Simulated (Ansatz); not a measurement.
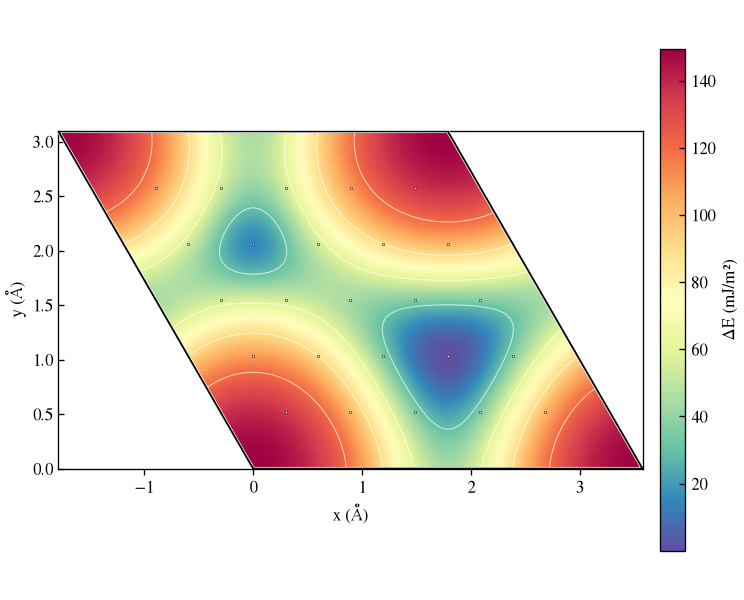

A bilayer of two As sheets (4 atoms in the cell). The upper layer of a bilayer is slid over the lower one; relaxed at each slide: the heights of all atoms; the origin of the map has As3 above As2. Places are given modulo a cell vector. The map is drawn in real space over the plane of the slide. Grid: 6 × 6 points; 10 points were computed and 26 follow by symmetry. Energies are in mJ/m², from the lowest grid point. These are results of Ansatz 0.2.0, DFT PBE+D3(BJ), scalar-relativistic, plane waves, PAW, not measurements. Settings: cutoff 420 eV, k-mesh 9×9×1, gaussian smearing 0.05 eV, no spin polarisation.

The picture shows a smooth colour map with a few white contour lines, dots at the grid points, the outline of one cell of the plane. Between grid points the surface is interpolated.

The lowest grid point is at (4/6, 2/6) of the cell vectors. A higher local minimum lies near (2/6, 4/6) of the cell vectors (15 mJ/m² above the lowest at that grid point). The highest grid point, (0/6, 0/6) of the cell vectors, lies 149 mJ/m² above the lowest. On the interpolated surface the easiest way out of the lowest well to the well at (2/6, 4/6) of the cell vectors passes a barrier of about 46 mJ/m². Facing atoms of the upper layer at the lowest point: As above As of a deeper plane; at the highest: As above As. The relaxed distance between the facing planes is 3.00 Å at the lowest and 3.78 Å at the highest point.

The scan is repeated rigidly (the distance between the facing planes is held at 3.27 Å); all else is set up alike. At a held distance the lowest stacking need not be the one that binds best once the distance relaxes.

Question: What will the new map look like?

Answer: The lowest place stays at (4/6, 2/6) of the cell vectors. The span from the lowest to the highest grid point grows from 149 to 224 mJ/m². The easiest pass out of the lowest well goes from about 46 to about 34 mJ/m² on the interpolated surfaces. Higher wells of the new map: (2/6, 4/6) of the cell vectors, 26 mJ/m² up (that grid point lay 15 mJ/m² up before). In the new map: facing atoms of the upper layer at the lowest point: As above As of a deeper plane; at the highest: As above As.

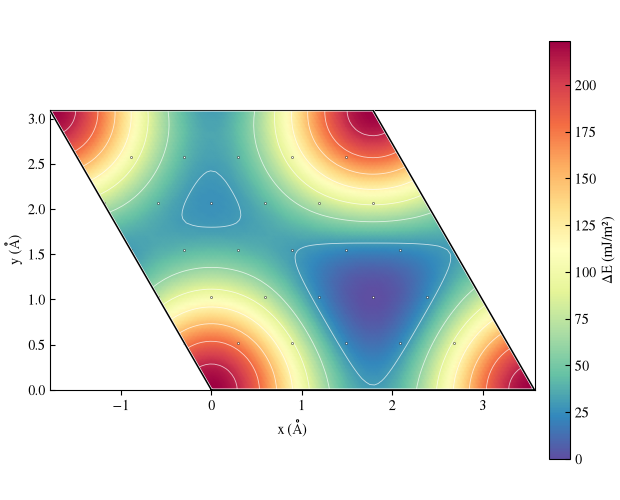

The map after the change, on a colour scale of its own. The picture shows a smooth colour map with a few white contour lines, dots at the grid points, the outline of one cell of the plane. Between grid points the surface is interpolated.
